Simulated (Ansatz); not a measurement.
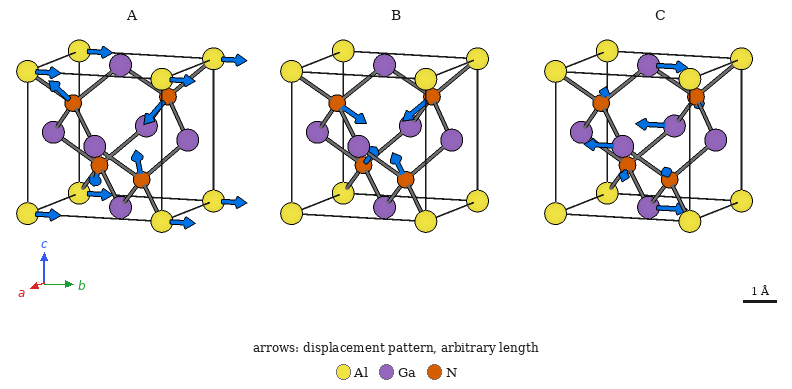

Modes of solid AlGa₃N₄, space group P-43m (No. 215), at the zone centre (one member of each degenerate set). Displacements are drawn as blue arrows; their common scale and sign are arbitrary. Style: ball-and-stick. Shown: the cell of the calculation, slightly off an axis.

Computed with Ansatz 0.2.0, DFT PBEsol, scalar-relativistic, plane waves, PAW.

Frequencies are those without the non-analytic (LO–TO) term.

Question: Give the symmetry species and the selection rules of each.

Answer: A is T₂, infrared- and Raman-active by symmetry (651 cm⁻¹). B is A₁, Raman-active by symmetry (692 cm⁻¹). C is T₁, silent by symmetry (neither infrared- nor Raman-active) (188 cm⁻¹).
